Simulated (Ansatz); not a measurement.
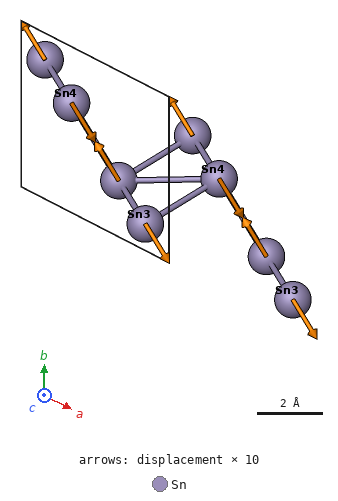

This is a relaxation of a crystal of Sn (built on the alpha-gallium_64 type). The starting structure is drawn; orange arrows show the displacements (the part carried along by the change of the cell is left out), 10 times their true length.

A ball-and-stick model of the cell of the calculation, repeated 2 × 1 × 1 with one cell outlined, seen along the c axis.

Case: alpha-gallium type (Cmce, No. 64).

These are results of DFT PBEsol, scalar-relativistic, plane waves, PAW (Ansatz 0.2.0), not measurements. Settings: plane-wave cutoff 420 eV; k-point mesh 10 × 10 × 10; occupations gaussian; smearing width 0.1 eV; no spin polarisation; cell and atoms relaxed; force threshold 0.01 eV/Å; at most 80 steps.

Question: Describe the change and its energy.

Answer: The energy falls by 35.4 meV per atom in 16 accepted moves (21 points after the start). The largest force component goes from 0.034 to 0.0025 eV/Å. The pressure goes from 0.06 to 0.01 GPa. The line search rejected the trial steps at points 5, 14, 17 of the run. The SCF was repeated twice at an unchanged geometry on a basis and grid sized afresh for the cell, which shifted the energy by 0.7 meV per atom at most. The largest moves relative to the cell, 0.16 Å, are those of Sn atoms. The drawn cell changes as follows: a = b 5.138 → 5.723 Å (+11.4 %), c 5.314 → 4.369 Å (−17.8 %), γ 117.2° → 124.4°; the volume changes by −5.4 %. Among the contacts that change: Sn–Sn 3.260 → 3.475 Å, Sn–Sn 3.151 → 3.047 Å, Sn–Sn 2.986 → 3.042 Å, Sn–Sn 3.086 → 3.034 Å. Among the angles between lasting bonds that change: Sn–Sn–Sn 118.8° → 92.1°, Sn–Sn–Sn 101.1° → 120.3°, Sn–Sn–Sn 140.1° → 147.6°. The space group stays Cmce (No. 64).
